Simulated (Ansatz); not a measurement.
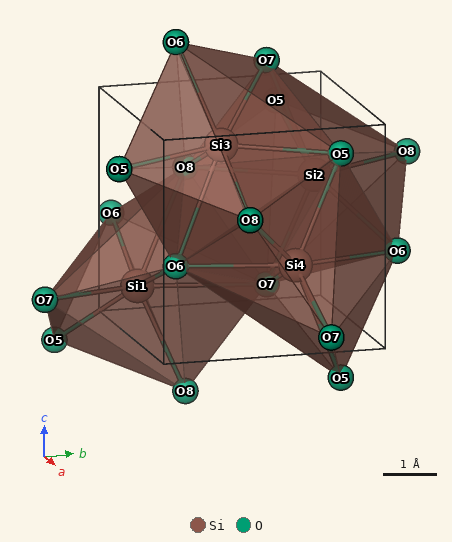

Fig. 1: The input geometry of run A (polyhedral view of the cell of the calculation, seen slightly off an axis; polyhedra are completed across the faces of the cell; atoms are numbered from 1 in the order of the input).

## Two runs on SiO

System: SiO (P2₁3, 8 atoms in the cell).
Method of run A: DFT PBE, scalar-relativistic, plane waves, PAW, no spin polarisation (Ansatz 0.2.0).

The structure was made by swapping elements on the sites of another compound; it need not be a known phase. Text and figures count atoms from 1; the logs count them from 0 in places.

**Input file, run A**
```yaml
crystal:
  lattice:
    - [4.3584736334, 0.0, 0.0]
    - [0.0, 4.3584736334, 0.0]
    - [0.0, 0.0, 4.3584736334]
  atoms:
    - { symbol: Si, position: [0.134, 0.134, 0.134] }
    - { symbol: Si, position: [0.366, 0.866, 0.634] }
    - { symbol: Si, position: [0.634, 0.366, 0.866] }
    - { symbol: Si, position: [0.866, 0.634, 0.366] }
    - { symbol: O, position: [0.8445, 0.8445, 0.8445] }
    - { symbol: O, position: [0.6555, 0.1555, 0.3445] }
    - { symbol: O, position: [0.3445, 0.6555, 0.1555] }
    - { symbol: O, position: [0.1555, 0.3445, 0.6555] }
basis:
  ecutwfc: 420
kpoints:
  mp_grid: { grid: [4, 4, 4] }
hamiltonian:
  xc: pbe
scf:
  occupations: { method: gaussian, width: 0.1 }
  lower_state_search: "off"
output:
  forces: true
  stress: true
  eigenvalues: true
```

Launched with:
```bash
ansatz run input.yaml --threads 1 --pin off --max-ram 2560MiB --backend cpu --events-out ev --progress --plain --runs-dir out
```

Hardware: 1 thread of Intel Xeon (Granite Rapids), 192 GiB of memory available, shared host.

**Output, shortened to warnings, some set-up lines, iterations and results (run A)**
```
Basis set: ecut = 420 eV, 1647 PW (Γ), exchange–correlation on 60×60×60 points (8 copies of the dense FFT grid, shifted against one another)
Symmetry: 12 space group operations
k-points: 11 of 64 (time reversal used)
Initial density: superposition of atomic densities (neutral atoms: chi_scale 0, normalization atom), corrected by the library's trained network
[...]
SCF iter   1: F=—  HF=-4803.141424 eV  |F-HF|=—  |Δ(HF+E_count)|=         —  Δρ=1.05e-2  dr2=1.18e-1  ethr=1.77e-3  ⟨swp⟩=5.3  Hψ=1443  notcnv=0  defer=1
SCF iter   2: F=—  HF=-4803.126506 eV  |F-HF|=—  |Δ(HF+E_count)|=   1.49e-2  Δρ=4.92e-3  dr2=3.07e-2  ethr=2.96e-4  ⟨swp⟩=1.1  Hψ=397  notcnv=0  defer=4
SCF iter   3: F=—  HF=-4803.120836 eV  |F-HF|=—  |Δ(HF+E_count)|=   5.67e-3  Δρ=1.01e-3  dr2=1.54e-3  ethr=7.68e-5  ⟨swp⟩=2.1  Hψ=439  notcnv=0  defer=4
SCF iter   4: F=—  HF=-4803.120443 eV  |F-HF|=—  |Δ(HF+E_count)|=   3.93e-4  Δρ=1.80e-4  dr2=1.90e-5  ethr=3.84e-6  ⟨swp⟩=2.3  Hψ=457  notcnv=0  defer=4
SCF iter   5: F=—  HF=-4803.120688 eV  |F-HF|=—  |Δ(HF+E_count)|=   2.45e-4  Δρ=4.99e-5  dr2=1.96e-6  ethr=4.75e-8  ⟨swp⟩=2.5  Hψ=513  notcnv=0  defer=4
SCF iter   6: F=-4803.120688 eV  HF=-4803.120688 eV  |F-HF|=1.90e-8  |Δ(HF+E_count)|=   6.47e-7  Δρ=7.69e-6  dr2=4.15e-8  ethr=2.50e-10  ⟨swp⟩=7.2  Hψ=1593  notcnv=0
SCF 1 converged in 6 iterations: F = -4803.120688 eV  dr2 = 4.15e-8
SCF converged after 6 iterations
Free energy (F): -4803.120688 eV
Harris-Foulkes:  -4803.120688 eV  (|F-HF|=1.90e-8)
Internal energy: -4803.104419 eV  (E = F + TS)
E sigma→0 (E₀):  -4803.112554 eV
Entropy (-TS):   -0.016269 eV (-2.034 meV/atom)
Fermi energy:    9.975142 eV
--- Per-component energies (eV) ---
  E_band       = 106.779648
  E_kinetic    = 855.876540
  E_local      = -1308.253991  (includes V_loc(G=0)·N_el)
  E_nonlocal   = 293.842191
  E_hartree    = 487.607963
  E_xc         = -517.362971
  E_vxc        = -565.465976  (∫ρ·V_xc dr)
  E_paw        = -2675.240655  (= ΣΔE_a)
  E_vpaw       = -144.448950  (= ΣTr[D̂ρ^β])
  E_aug_tail   = 0.009353  (compensation charges beyond the density's cutoff)
  E_ewald      = -1939.582848
  E_smearing   = -0.016269  (= −TS)
  E_closure    = 0.000000  (closes the sum)
  Σ components = -4803.120688   (vs F -4803.120688, Δ=0.00e0)
--- Forces (eV/Å), atoms counted from 1 ---
  atom   1  Si    -0.54734588    -0.54734588    -0.54734588
  atom   2  Si     0.54734588     0.54734588    -0.54734588
  atom   3  Si    -0.54734588     0.54734588     0.54734588
  atom   4  Si     0.54734588    -0.54734588     0.54734588
  atom   5  O      0.49039216     0.49039216     0.49039216
  atom   6  O     -0.49039216    -0.49039216     0.49039216
  atom   7  O      0.49039216    -0.49039216    -0.49039216
  atom   8  O     -0.49039216     0.49039216    -0.49039216
  max |Σ_I F_I| component: 5.55e-16 eV/Å
--- Stress (GPa, compression-positive) ---
        2.637017      -0.000000       0.000000
       -0.000000       2.637017      -0.000000
        0.000000       0.000000       2.637017
  P = ⅓ Tr σ = 2.6370 GPa (26.370 kbar)
```

For run B the input was changed thus:
```diff
-    - { symbol: O, position: [0.8445, 0.8445, 0.8445] }
-    - { symbol: O, position: [0.6555, 0.1555, 0.3445] }
-    - { symbol: O, position: [0.3445, 0.6555, 0.1555] }
-    - { symbol: O, position: [0.1555, 0.3445, 0.6555] }
+    - { symbol: O, position: [0.8445, 0.8445, 0.8445], spin: 1.0 }
+    - { symbol: O, position: [0.6555, 0.1555, 0.3445], spin: 1.0 }
+    - { symbol: O, position: [0.3445, 0.6555, 0.1555], spin: 1.0 }
+    - { symbol: O, position: [0.1555, 0.3445, 0.6555], spin: 1.0 }
+  populations: true
+magnetization:
+  spin_polarized: true
```

Predict how the results change.

The energy is the same within 0.01 meV per atom. With spin allowed, the absolute moment of the cell comes to 0.00 μB. The SCF takes 16 iterations against 6. The two runs start from different initial densities, which also moves the count.

**Output, shortened to warnings, some set-up lines, iterations and results (run B)**
```
WARN: the starting moments were not kept: the SCF closed with an absolute magnetisation of 1.1e-5 μB, where they sum to 4 μB in size (4 sites). That is at most 0.1 of that sum. Measured as dr2_m measures the in/out step, that magnetisation stands 1.1e-11 eV from none, at or under the dr2_threshold of 1.0e-7 eV: it is no larger than a step whose dr2_m would equal this threshold. The system may …
Basis set: ecut = 420 eV, 1647 PW (Γ), exchange–correlation on 60×60×60 points (8 copies of the dense FFT grid, shifted against one another)
Symmetry: 12 space group operations
k-points: 11 of 64 (time reversal used)
Initial density: superposition of atomic densities (chi_scale 0.1, normalization cell, long waves kept (reshape's long-wave potential 0.01 eV rms))
[...]
SCF iter   1: F=—  HF=-4802.236330 eV  |F-HF|=—  |Δ(HF+E_count)|=         —  Δρ=5.34e-2 (↑4.22e-2 ↓5.34e-2)  dr2=7.01e-1  dr2_m=1.57e0  M=0.912 μB ∫|m|=1.352 μB  β_m=0.30  …
SCF iter   2: F=—  HF=-4802.575113 eV  |F-HF|=—  |Δ(HF+E_count)|=   3.39e-1  Δρ=3.82e-2 (↑3.51e-2 ↓3.82e-2)  dr2=3.18e-1  dr2_m=9.23e-1  M=0.826 μB ∫|m|=1.187 μB  β_m=0.30  …
SCF iter   3: F=—  HF=-4802.778849 eV  |F-HF|=—  |Δ(HF+E_count)|=   2.04e-1  Δρ=3.01e-2 (↑3.01e-2 ↓2.50e-2)  dr2=5.43e-2  dr2_m=5.60e-1  M=0.727 μB ∫|m|=1.036 μB  β_m=0.30  …
SCF iter   4: F=—  HF=-4802.900418 eV  |F-HF|=—  |Δ(HF+E_count)|=   1.22e-1  Δρ=2.42e-2 (↑2.09e-2 ↓2.42e-2)  dr2=1.04e-2  dr2_m=3.85e-1  M=0.552 μB ∫|m|=0.849 μB  β_m=0.30  …
SCF iter   5: F=—  HF=-4802.977867 eV  |F-HF|=—  |Δ(HF+E_count)|=   7.74e-2  Δρ=1.83e-2 (↑1.79e-2 ↓1.83e-2)  dr2=1.03e-3  dr2_m=2.48e-1  M=0.468 μB ∫|m|=0.725 μB  β_m=0.30  …
[... 7 lines ...]
SCF iter  13: F=—  HF=-4803.120677 eV  |F-HF|=—  |Δ(HF+E_count)|=   6.07e-5  Δρ=6.46e-5 (↑6.46e-5 ↓6.35e-5)  dr2=8.75e-7  dr2_m=2.80e-6  M=0.005 μB ∫|m|=0.007 μB  β_m=0.91  …
SCF iter  14: F=—  HF=-4803.120688 eV  |F-HF|=—  |Δ(HF+E_count)|=   1.01e-5  Δρ=1.59e-5 (↑1.59e-5 ↓1.44e-5)  dr2=9.66e-9  dr2_m=1.70e-7  M=0.001 μB ∫|m|=0.002 μB  β_m=0.96  …
SCF iter  15: F=-4803.120688 eV  HF=-4803.120688 eV  |F-HF|=6.49e-9  |Δ(HF+E_count)|=   6.89e-7  Δρ=2.18e-6 (↑2.18e-6 ↓1.81e-6)  dr2=3.17e-10  dr2_m=2.96e-9  M=0.000 μB …
SCF iter  16: F=-4803.120688 eV  HF=-4803.120688 eV  |F-HF|=2.09e-11  |Δ(HF+E_count)|=   1.21e-8  Δρ=1.53e-7 (↑1.53e-7 ↓1.15e-7)  dr2=1.19e-11  dr2_m=1.05e-11  M=0.000 μB …
SCF 1 converged in 16 iterations: F = -4803.120688 eV  dr2 = 1.19e-11
SCF converged after 16 iterations
Magnetization: 0.0000 μB (20.0000 up, 20.0000 down)
Absolute magnetization: 0.0000 μB (∫|ρ↑−ρ↓|, with the PAW one-centre terms)
Spin contamination: 0.0000 ħ² per cell (⟨S²⟩ above its minimum at these occupations)
Per-site moments (μB) at R_I (Å): [(1.7961954901873223e-7, 0.9015038200971859), (1.7961954913354922e-7, 0.9015038200971859), (1.7961954908318535e-7, 0.9015038200971859), (1.7961954906778682e-7, 0.9015038200971859), (9.091589094576759e-7, 0.9015038200971859), (9.091589093367117e-7, …
Free energy (F): -4803.120688 eV
Harris-Foulkes:  -4803.120688 eV  (|F-HF|=2.09e-11)
Internal energy: -4803.104419 eV  (E = F + TS)
E sigma→0 (E₀):  -4803.112554 eV
Entropy (-TS):   -0.016269 eV (-2.034 meV/atom)
Fermi energy:    9.975113 eV
--- Per-component energies (eV) ---
  E_band       = 106.778118
  E_kinetic    = 855.877738
  E_local      = -1308.258240  (includes V_loc(G=0)·N_el)
  E_nonlocal   = 293.842795
  E_hartree    = 487.610956
  E_xc         = -517.363098
  E_vxc        = -565.466129  (∫ρ·V_xc dr)
  E_paw        = -2675.241075  (= ΣΔE_a)
  E_vpaw       = -144.449373  (= ΣTr[D̂ρ^β])
  E_aug_tail   = 0.009353  (compensation charges beyond the density's cutoff)
  E_ewald      = -1939.582848
  E_smearing   = -0.016269  (= −TS)
  E_closure    = -0.000000  (closes the sum)
  Σ components = -4803.120688   (vs F -4803.120688, Δ=0.00e0)
--- Forces (eV/Å), atoms counted from 1 ---
  atom   1  Si    -0.54734902    -0.54734902    -0.54734902
  atom   2  Si     0.54734902     0.54734902    -0.54734902
  atom   3  Si    -0.54734902     0.54734902     0.54734902
  atom   4  Si     0.54734902    -0.54734902     0.54734902
  atom   5  O      0.49038928     0.49038928     0.49038928
  atom   6  O     -0.49038928    -0.49038928     0.49038928
  atom   7  O      0.49038928    -0.49038928    -0.49038928
  atom   8  O     -0.49038928     0.49038928    -0.49038928
  max |Σ_I F_I| component: 3.89e-16 eV/Å
--- Stress (GPa, compression-positive) ---
        2.637278      -0.000000       0.000000
       -0.000000       2.637278       0.000000
        0.000000       0.000000       2.637278
  P = ⅓ Tr σ = 2.6373 GPa (26.373 kbar)
--- Löwdin populations: 8 sites ---
  site symbol       q [e]    m [muB]
     0     Si      3.2253     0.0000
     1     Si      3.2253     0.0000
     2     Si      3.2253     0.0000
     3     Si      3.2253     0.0000
     4      O      6.6288     0.0000
     5      O      6.6288     0.0000
     6      O      6.6288     0.0000
     7      O      6.6288     0.0000
  spilling = 0.014584 (of n_electrons = 40.000000)
```

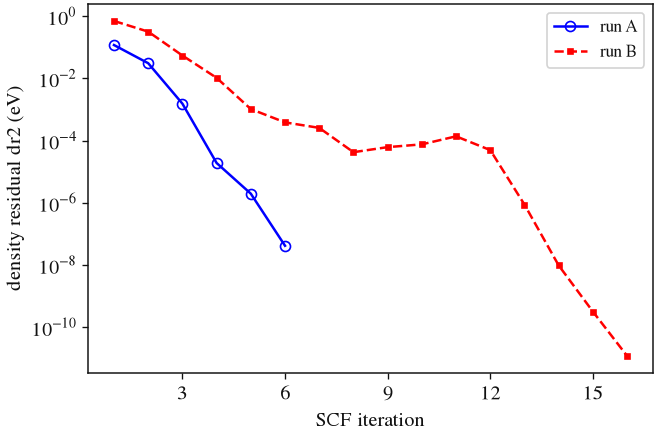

Fig. 2: Convergence of the two runs: density residual dr2 against the SCF iteration. Run A takes 6 iterations in all, and run B takes 16.

**The two runs side by side**

| quantity | run A | run B |
| --- | --- | --- |
| outcome | converged | converged |
| free energy per atom (eV) | −600.3901 | −600.3901 |
| energy per atom, smearing taken to zero (eV) | −600.3891 | −600.3891 |
| gap on the mesh (eV) | 0.00 | 0.00 |
| pressure (GPa) | 2.64 | 2.64 |
| largest force (eV/Å) | 0.948 | 0.948 |
| SCF iterations | 6 | 16 |
| irreducible k-points | 11 | 11 |
| plane waves at Γ | 1647 | 1647 |
| net moment of the cell (μB) | – | 0.00 |
| absolute moment of the cell (μB) | – | 0.00 |
| wall time (shared host) | 1.1 s | 4.5 s |

For run B: Warnings: some starting moments were not kept.
